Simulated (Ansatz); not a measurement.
Hf4N

```xyz
5
Lattice="4.5123 0.0000 0.0000 0.0000 4.5123 0.0000 0.0000 0.0000 4.5123" Properties=species:S:1:pos:R:3 pbc="T T T"
Hf    2.2561    0.0000    0.0000
Hf    0.0000    2.2561    0.0000
Hf    0.0000    0.0000    2.2561
Hf    2.2561    2.2561    2.2561
N     0.0000    0.0000    0.0000
```

Space group Pm-3m; a structure generated by program, which may or may not match a known phase; computed without spin polarisation.

These are results of Ansatz, DFT PBE, scalar-relativistic, plane waves, PAW, not measurements.

**Predict the valence pseudo-density and electron localisation function between the atoms.**

Hf–N (2.26 Å): the density is about 0.52 e/Å³ at the midpoint; the ELF peaks at about 0.80 in the valence shell of N, 0.6 Å from its nucleus, and drops to about 0.15 between the two atoms: no localised pair shows between them.
Hf–Hf (3.19 Å): ρ at the midpoint is about 0.17 e/Å³; the ELF is about 0.15 at the midpoint; no shared electron pair shows on this line.

**Does the calculation make it a metal, or give it a gap?**

It is gapless in this calculation (a metal or semimetal).

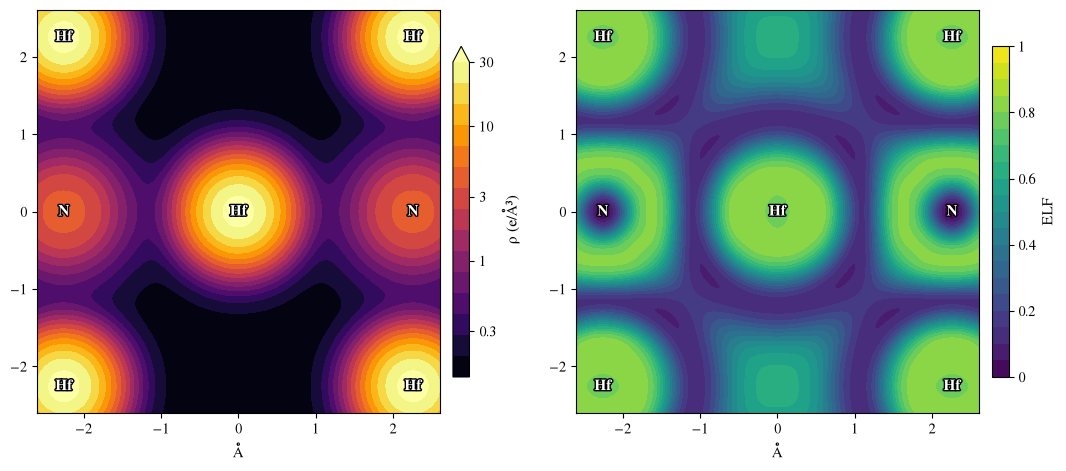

Computed valence pseudo-density and electron localisation function on the (010) plane of the conventional cell, in this order. 

Core electrons are frozen (PAW), and the valence fields are smoothed inside the atomic spheres.
